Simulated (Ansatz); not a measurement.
# Geometry relaxation of AlCu₄ (part 1 of 2)

- system: AlCu₄ (P2₁3, 20 atoms in the cell)
- method: DFT PBEsol, scalar-relativistic, plane waves, PAW, no spin polarisation (Ansatz 0.2.0)

The structure derives from a Materials Project entry. It belongs to a series of runs on one base structure; here: volume × 0.97, shape and atoms relaxed. Figures and captions count atoms from 1; the log counts them from 0 in places.

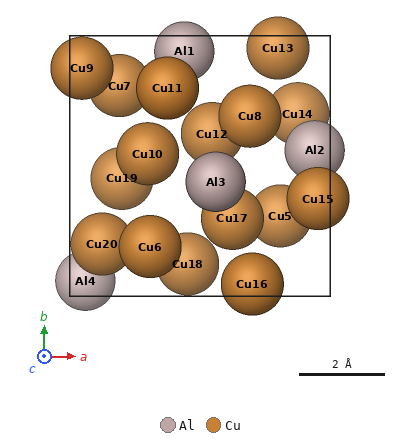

Fig. 1: The structure as given in the input (spheres-only view of the cell of the calculation, along the c axis; atoms are numbered from 1 in the order of the input). An atom can appear more than once, as a periodic image.

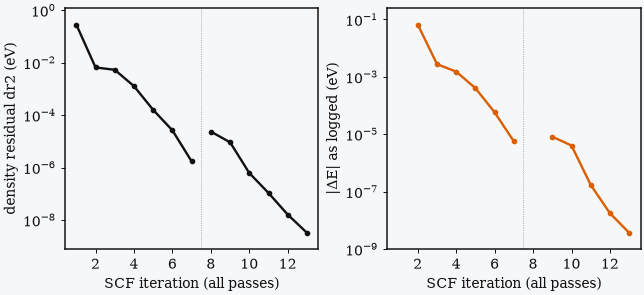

Fig. 2: Convergence of the self-consistent field: density residual dr2 and size of the energy change against the SCF iteration. The dotted lines part the SCF passes of the relaxation: geometry steps, rejected trials and re-solves on a re-selected basis. The passes take 7 and 6 iterations.

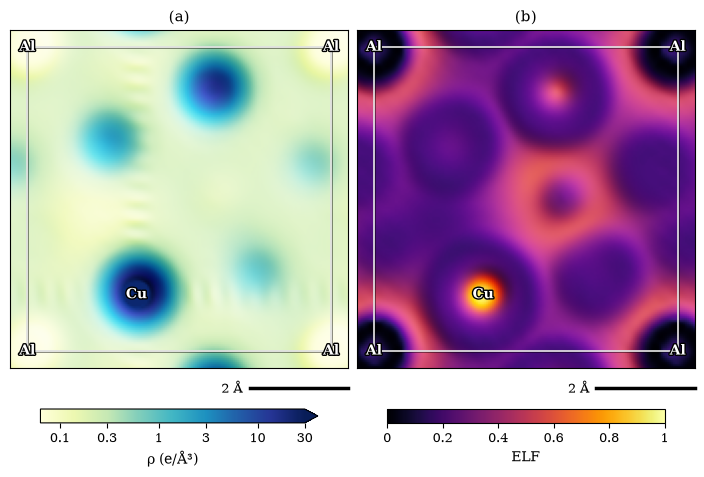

Fig. 3: (a) valence charge density (pseudo); (b) ELF on the (010) plane of the conventional cell. The section cuts through Al and Cu sites. Al–Cu (2.49 Å): ρ at the midpoint is about 0.3 e/Å³; the ELF is about 0.40 at the midpoint (metallic bonding. Away from the nuclei the density in this plane falls to 0.11 e/Å³ at its lowest. The strong features right at Cu lie inside the PAW spheres (semicore, d or f shells) and say nothing about bonding. Core electrons are frozen (PAW), so the fields are smoothed inside the atomic spheres.

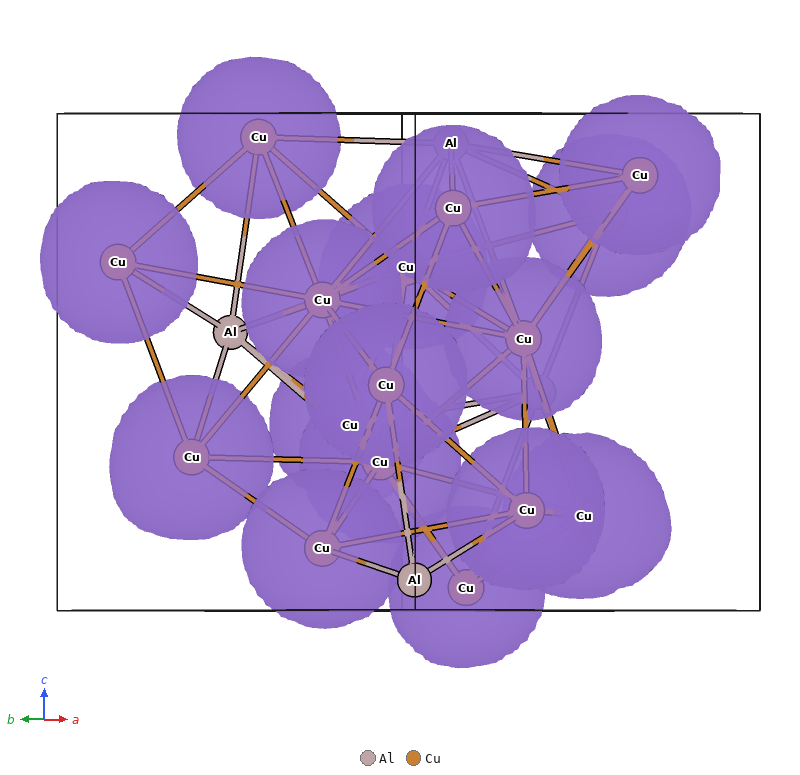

Fig. 4: Isosurface of the valence pseudo-density at 0.4 e/Å³ (purple), seen at an oblique angle. Sticks mark near contacts. The outline is the cell set on symmetry axes. At this value the density breaks into separate islands; it holds about 85 % of the electrons treated as valence (semicore included). It is pinched off along the Al–Cu (2.32 Å), Cu–Cu (2.47 Å), Al–Cu (2.49 Å) and Cu–Cu (2.57 Å) contacts. On the grid the lowest density along these lines, outside the cores, is 0.3 e/Å³ (Al–Cu, 2.32 Å), 0.33 e/Å³ (Cu–Cu, 2.47 Å), 0.26 e/Å³ (Al–Cu, 2.49 Å) and 0.27 e/Å³ (Cu–Cu, 2.57 Å).

These pictures come from the run below.

**The input**
```yaml
crystal:
  lattice:
    - [6.161795451, 0.0, 0.0]
    - [0.0, 6.161795451, 0.0]
    - [0.0, 0.0, 6.161795451]
  atoms:
    - { symbol: Al, position: [0.4398103927, 0.9398103927, 0.5601896073] }
    - { symbol: Al, position: [0.9398103927, 0.5601896073, 0.4398103927] }
    - { symbol: Al, position: [0.5601896073, 0.4398103927, 0.9398103927] }
    - { symbol: Al, position: [0.0601896073, 0.0601896073, 0.0601896073] }
    - { symbol: Cu, position: [0.8087586162, 0.3087586162, 0.1912413838] }
    - { symbol: Cu, position: [0.3087586162, 0.1912413838, 0.8087586162] }
    - { symbol: Cu, position: [0.1912413838, 0.8087586162, 0.3087586162] }
    - { symbol: Cu, position: [0.6912413838, 0.6912413838, 0.6912413838] }
    - { symbol: Cu, position: [0.0472190257, 0.8753537097, 0.7008432651] }
    - { symbol: Cu, position: [0.2991567349, 0.5472190257, 0.6246462903] }
    - { symbol: Cu, position: [0.3753537097, 0.7991567349, 0.9527809743] }
    - { symbol: Cu, position: [0.5472190257, 0.6246462903, 0.2991567349] }
    - { symbol: Cu, position: [0.7991567349, 0.9527809743, 0.3753537097] }
    - { symbol: Cu, position: [0.8753537097, 0.7008432651, 0.0472190257] }
    - { symbol: Cu, position: [0.9527809743, 0.3753537097, 0.7991567349] }
    - { symbol: Cu, position: [0.7008432651, 0.0472190257, 0.8753537097] }
    - { symbol: Cu, position: [0.6246462903, 0.2991567349, 0.5472190257] }
    - { symbol: Cu, position: [0.4527809743, 0.1246462903, 0.2008432651] }
    - { symbol: Cu, position: [0.2008432651, 0.4527809743, 0.1246462903] }
    - { symbol: Cu, position: [0.1246462903, 0.2008432651, 0.4527809743] }
basis:
  ecutwfc: 420
kpoints:
  mp_grid: { grid: [6, 6, 6] }
hamiltonian:
  xc: pbesol
scf:
  occupations: { method: gaussian, width: 0.1 }
output:
  forces: true
  stress: true
  eigenvalues: true
  write_density: true
  write_potential: true
  elf: true
  volumetric_format: npy
relax:
  adjacent_minimum: "off"
  f_tol: 0.01
  max_steps: 30
```

Run as:
```bash
ansatz run input.yaml --threads 4 --pin off --max-ram 10240MiB --backend cpu --events-out ev --progress --plain --runs-dir out
```

**What the program printed**
```
Warning: output.stress: scf.convergence.dr2_threshold = 1e-7 eV (the SCF's general default) is looser than the 2e-9 eV advised for a printed stress (1e-10 eV for each atom of the cell: 20). What an SCF threshold leaves in a stress goes as its square root, and in the free energy as the threshold itself, and one threshold admits the most on a small cell: of the crystals measured, under no hybrid functional and no lock of the moments, on runs that ended without the residual-converged pass, on stresses that held no estimate of that error, the worst erred by over 100 MPa in a component at 1e-7 eV an atom and by under 5 at 1e-10. Every solve of this run answers to scf.convergence.dr2_threshold, and the tensor of one is reported: a single SCF on the reported geometry and on this run's grids (its basis.xc_grid and basis.ecutrho_ratio typed), with scf.convergence.dr2_threshold at 2e-9 eV or tighter, prints it and tightens no other solve. Else set scf.convergence.dr2_threshold to 2e-9 eV or tighter. The threshold is an SCF's pass mark: one that does not reach it within its budget of iterations ends unconverged, or closes short of it on a stop that the run arms, and scf.convergence.dr2_threshold's page says what that costs each kind of run
Engine: ansatz 0.2.0, x86_64-unknown-linux-gnu
Pseudopotentials: kind: paw
Pseudopotential: Al, paw, valence charge 3, recommended cutoff 420 eV (normal), Al.paw.azcp
Pseudopotential: Cu, paw, valence charge 19, recommended cutoff 420 eV (normal), Cu.paw.azcp
Functional definition: PBEsol
  exchange = pbesol_x
  correlation = pbesol_c
Crystal: 20 atoms, lattice volume = 233.949 Å³
Basis set: ecut = 420 eV, 4625 PW (Γ), exchange–correlation on 90×90×90 points (8 copies of the dense FFT grid, shifted against one another)
Bands: 190, of which v1, the nominal top of the filled ones, is band 158 counted from 1 (157 counted from 0)
Symmetry: 12 space group operations
Space group: P213 (ITA 198), of the structure as read, at distance tolerance 6.2e-5 Å
k-points: 24 of 216 (time reversal used)
Non-local potential: Al, projectors of the file, l = 0: 2, l = 1: 2, l = 2: 1
Non-local potential: Cu, projectors of the file, l = 0: 3, l = 1: 2, l = 2: 3, l = 3: 1
PAW form: soft (Blöchl's): semilocal exchange-correlation on the pseudo side does not see the compensation charge
PAW frozen core: Al, regenerated for the run's functional, and the local potential with it (the file was generated under x = pbe(κ = 0.804, μ = 0.2195149727645171), c = pbe(β = 0.06672455060314922))
PAW frozen core: Cu, regenerated for the run's functional, and the local potential with it (the file was generated under x = pbe(κ = 0.804, μ = 0.2195149727645171), c = pbe(β = 0.06672455060314922))
PAW one-centre angular grid: Al, 110 points (default); XC on 64 Gauss nodes
PAW one-centre angular grid: Cu, 590 points (default); XC on 64 Gauss nodes
Initial density: superposition of atomic densities (neutral atoms: chi_scale 0, normalization atom), corrected by the library's trained network
Initial wavefunctions: pseudopotential atomic-orbital guess
Functional: x = pbesol(κ = 0.804, μ = 0.12345679012345678), c = pbesol(β = 0.046)
SCF iter   1: F=—  HF=-107520.893856 eV  |F-HF|=—  |Δ(HF+E_count)|=         —  Δρ=1.53e-2  dr2=2.83e-1  ethr=1.77e-3  ⟨swp⟩=5.0  Hψ=16333  notcnv=0  defer=137
preconditioner: auto → Kerker (q_TF=auto, 2.868 Å⁻¹)  [metal: Δε(μ)=0.077 eV  Ē_g=9.297 eV  σ=0.100 eV  W_gap=0.40  n_scr=80 (ndim 8)  ℏωp=33.3 eV  f_vac=0.000  D(μ)=4.75/eV (n_scr^D=26)]
SCF iter   2: F=—  HF=-107520.827790 eV  |F-HF|=—  |Δ(HF+E_count)|=   6.61e-2  Δρ=1.64e-3  dr2=6.58e-3  ethr=8.95e-5  ⟨swp⟩=2.0  Hψ=7418  notcnv=0  defer=600
SCF iter   3: F=—  HF=-107520.825013 eV  |F-HF|=—  |Δ(HF+E_count)|=   2.78e-3  Δρ=1.67e-3  dr2=5.34e-3  ethr=2.08e-6  ⟨swp⟩=2.0  Hψ=5896  notcnv=0  defer=600
SCF iter   4: F=—  HF=-107520.823489 eV  |F-HF|=—  |Δ(HF+E_count)|=   1.52e-3  Δρ=7.23e-4  dr2=1.27e-3  ethr=1.69e-6  ⟨swp⟩=2.5  Hψ=6235  notcnv=0  defer=600
SCF iter   5: F=—  HF=-107520.823085 eV  |F-HF|=—  |Δ(HF+E_count)|=   4.04e-4  Δρ=2.73e-4  dr2=1.58e-4  ethr=4.03e-7  ⟨swp⟩=2.0  Hψ=6077  notcnv=0  defer=600
SCF iter   6: F=—  HF=-107520.823027 eV  |F-HF|=—  |Δ(HF+E_count)|=   5.81e-5  Δρ=7.46e-5  dr2=2.61e-5  ethr=4.99e-8  ⟨swp⟩=2.0  Hψ=7358  notcnv=0  defer=600
SCF iter   7: F=-107520.823020 eV  HF=-107520.823021 eV  |F-HF|=1.27e-6  |Δ(HF+E_count)|=   5.67e-6  Δρ=2.02e-5  dr2=1.72e-6  ethr=7.91e-10  ⟨swp⟩=12.2  Hψ=37410  notcnv=0
SCF 1 converged in 7 iterations: F = -107520.823020 eV  dr2 = 1.72e-6
  greatest PAW one-centre occupation: 1.000 electrons in one spin orbital (limit 2), on the Cu atom at site 17 (counted from 0), in its partial waves of l = 0
relax step   1: F+E_penalty+E_count = -107520.82301971 eV  Δ(F+E_penalty+E_count) = +0.000e0 eV  max|allowed force component| = 1.182e-2 eV/Å  Δτ_max = 0.0000 Å  (7 SCF iters, dr2 threshold 2.50e-6 eV, accepted)
Initial density: handed on by an earlier stage of this run
Initial wavefunctions: those handed on with the density
iter 1 solved again at ethr=7.31e-9 eV; its pass at ethr=3.10e-3 eV (dr2=2.31e-5 eV) is discarded
SCF iter   1: F=—  HF=-107520.823125 eV  |F-HF|=—  |Δ(HF+E_count)|=         —  Δρ=1.41e-4  dr2=2.35e-5  ethr=7.31e-9  ⟨swp⟩=2.0  Hψ=12918  notcnv=0
preconditioner: auto → Kerker (q_TF=auto, 2.868 Å⁻¹)  [metal: Δε(μ)=0.057 eV  Ē_g=9.359 eV  σ=0.100 eV  W_gap=0.29  n_scr=80 (ndim 8)  ℏωp=33.3 eV  f_vac=0.001  D(μ)=4.76/eV (n_scr^D=26)]
SCF iter   2: F=—  HF=-107520.823117 eV  |F-HF|=—  |Δ(HF+E_count)|=   8.27e-6  Δρ=8.33e-5  dr2=9.18e-6  ethr=7.31e-9  ⟨swp⟩=1.0  Hψ=3960  notcnv=0
SCF iter   3: F=—  HF=-107520.823113 eV  |F-HF|=—  |Δ(HF+E_count)|=   4.05e-6  Δρ=2.09e-5  dr2=6.18e-7  ethr=2.90e-9  ⟨swp⟩=2.0  Hψ=7366  notcnv=0
SCF iter   4: F=—  HF=-107520.823113 eV  |F-HF|=—  |Δ(HF+E_count)|=   1.72e-7  Δρ=6.47e-6  dr2=1.07e-7  ethr=1.96e-10  ⟨swp⟩=2.0  Hψ=6085  notcnv=0
iter 5 did not close the SCF: its close was put off for the readings that it lacked (scf_convergence_deferred on its scf_iter line)
SCF iter   5: F=-107520.823113 eV  HF=-107520.823113 eV  |F-HF|=1.20e-8  |Δ(HF+E_count)|=   1.78e-8  Δρ=2.15e-6  dr2=1.60e-8  ethr=3.38e-11  ⟨swp⟩=2.0  Hψ=6209  notcnv=0
SCF iter   6: F=-107520.823113 eV  HF=-107520.823113 eV  |F-HF|=5.11e-9  |Δ(HF+E_count)|=   3.71e-9  Δρ=1.44e-6  dr2=3.24e-9  ethr=5.05e-12  ⟨swp⟩=8.6  Hψ=27521  notcnv=0
SCF 2 converged in 6 iterations: F = -107520.823113 eV  dr2 = 3.24e-9
  greatest PAW one-centre occupation: 1.000 electrons in one spin orbital (limit 2), on the Cu atom at site 13 (counted from 0), in its partial waves of l = 0
relax step   2: F+E_penalty+E_count = -107520.82311264 eV  Δ(F+E_penalty+E_count) = -9.294e-5 eV  max|allowed force component| = 7.762e-3 eV/Å  Δτ_max = 0.0007 Å  (6 SCF iters, accepted)
SCF converged after 6 iterations
Free energy (F): -107520.823113 eV
Harris-Foulkes:  -107520.823113 eV  (|F-HF|=5.11e-9)
Internal energy: -107520.799315 eV  (E = F + TS)
E sigma→0 (E₀):  -107520.811214 eV
Entropy (-TS):   -0.023797 eV (-1.190 meV/atom)
Fermi energy:    15.777512 eV
--- Per-component energies (eV) ---
  E_band       = -5992.491848
  E_kinetic    = 4916.977470
  E_local      = -71249.328390  (includes V_loc(G=0)·N_el)
  E_nonlocal   = 6287.921768
  E_hartree    = 31605.181714
  E_xc         = -1597.760047
  E_vxc        = -1983.451334  (∫ρ·V_xc dr)
  E_paw        = -27824.203562  (= ΣΔE_a)
  E_vpaw       = -7174.978484  (= ΣTr[D̂ρ^β])
  E_aug_tail   = 0.003993  (compensation charges beyond the density's cutoff)
  E_ewald      = -49662.968052
  E_core_change = 3.375791  (= ΣΔE_core)
  E_smearing   = -0.023797  (= −TS)
  E_closure    = 0.000000  (closes the sum)
  Σ components = -107520.823113   (vs F -107520.823113, Δ=0.00e0)
--- Forces (eV/Å), atoms counted from 1 ---
  atom   1  Al     0.00153239     0.00153239    -0.00153239
  atom   2  Al     0.00153239    -0.00153239     0.00153239
  atom   3  Al    -0.00153239     0.00153239     0.00153239
  atom   4  Al    -0.00153239    -0.00153239    -0.00153239
  atom   5  Cu     0.00405829     0.00405829    -0.00405829
  atom   6  Cu     0.00405829    -0.00405829     0.00405829
  atom   7  Cu    -0.00405829     0.00405829     0.00405829
  atom   8  Cu    -0.00405829    -0.00405829    -0.00405829
  atom   9  Cu    -0.00260963    -0.00100341     0.00776222
  atom  10  Cu    -0.00776222    -0.00260963     0.00100341
  atom  11  Cu    -0.00100341    -0.00776222     0.00260963
  atom  12  Cu    -0.00260963     0.00100341    -0.00776222
  atom  13  Cu    -0.00776222     0.00260963    -0.00100341
  atom  14  Cu    -0.00100341     0.00776222    -0.00260963
  atom  15  Cu     0.00260963    -0.00100341    -0.00776222
  atom  16  Cu     0.00776222    -0.00260963    -0.00100341
  atom  17  Cu     0.00100341    -0.00776222    -0.00260963
  atom  18  Cu     0.00260963     0.00100341     0.00776222
  atom  19  Cu     0.00776222     0.00260963     0.00100341
  atom  20  Cu     0.00100341     0.00776222     0.00260963
  max |Σ_I F_I| component: 6.25e-17 eV/Å
--- Stress (GPa, compression-positive) ---
        4.847707       0.000000      -0.000000
        0.000000       4.847707       0.000000
       -0.000000       0.000000       4.847707
  P = ⅓ Tr σ = 4.8477 GPa (48.477 kbar)
--- Band table (eV; the first three rows and the last of 24) ---
```
